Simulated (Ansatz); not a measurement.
```
CELL_PARAMETERS angstrom
5.06574 0.00000 0.00000
-2.53287 4.38706 0.00000
0.00000 0.00000 5.53290
ATOMIC_POSITIONS crystal
Si 0.50000 0.00000 0.00000
Si 0.50000 0.50000 0.33333
Si 0.00000 0.50000 0.66667
O 0.41570 0.20785 0.16667
O 0.20785 0.41570 0.50000
O 0.79215 0.20785 0.83333
O 0.58430 0.79215 0.16667
O 0.79215 0.58430 0.50000
O 0.20785 0.79215 0.83333
```

Space group P6₂22.

Theory: DFT, PAW plane waves, r2SCAN (Ansatz 0.2.0).

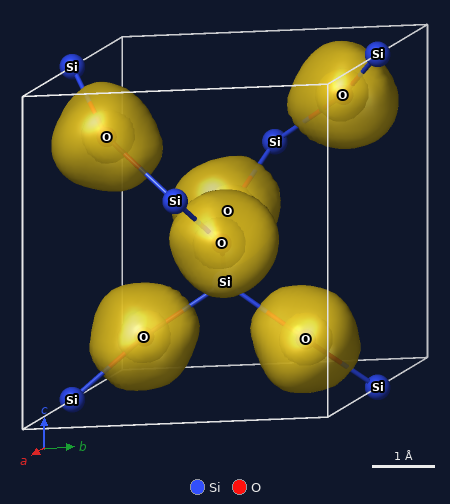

SiO2. Isosurface of the electron localisation function at 0.75 (yellow), seen slightly off an axis. Core shells are left out. Sticks mark near contacts.

Core electrons are frozen (PAW), and the valence fields are smoothed inside the atomic spheres.

### Where are the electrons localised?

The ELF exceeds this value in six regions on O in which the atom's valence shell and bonds are merged, counted in one cell of 9 atoms. Any copies at cell faces, edges or corners count once.

Values along the shortest contacts:
Si–O (1.61 Å): the ELF peaks at about 0.85 between the atoms, as expected for a polar covalent bond.

### Metal or insulator at this level of theory?

It is gapped, with a Kohn–Sham gap of 6.3 eV on the k-point mesh (the band edges may lie off the mesh, which would make the gap smaller).
